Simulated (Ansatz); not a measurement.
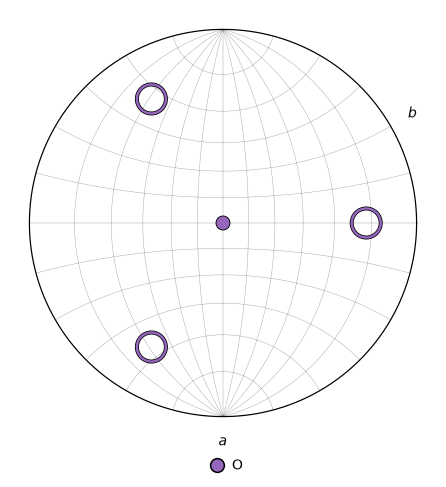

For MgZn5O6, coordinates from a relaxation with DFT PBE, scalar-relativistic, plane waves, PAW (Ansatz 0.2.0): directions from one magnesium atom at (1/3, 2/3, 0.002) to its bonded neighbours, in stereographic projection down c (filled: above the plane of the page or in it, open: below). Geometry calculated from the standardised cell; symmetry tolerance 0.002 Å.

Neighbours are counted up to 2.53 Å for O; other elements are left out.

```
CELL_PARAMETERS angstrom
3.28529 0.00000 0.00000
-1.64264 2.84514 0.00000
0.00000 0.00000 15.79785
ATOMIC_POSITIONS crystal
Mg 0.33333 0.66667 0.00223
Zn 0.66667 0.33333 0.16995
O 0.33333 0.66667 0.12886
O 0.66667 0.33333 0.29703
Zn 0.33333 0.66667 0.33698
Zn 0.66667 0.33333 0.50420
O 0.33333 0.66667 0.46422
O 0.66667 0.33333 0.63145
Zn 0.33333 0.66667 0.67138
Zn 0.66667 0.33333 0.83876
O 0.33333 0.66667 0.79864
O 0.66667 0.33333 0.96549
```

**How many neighbours are there, and at what angles?**

4: 3 O at 1.98 Å, 1 O at 2.00 Å. Angles between bonds: 107° (3×), 112° (3×).

**What is the site's symmetry in the crystal?**

Point group 3m (C3v), order 6: one threefold axis, three mirror planes. In No. 156, P3m1 this is Wyckoff position 1b.
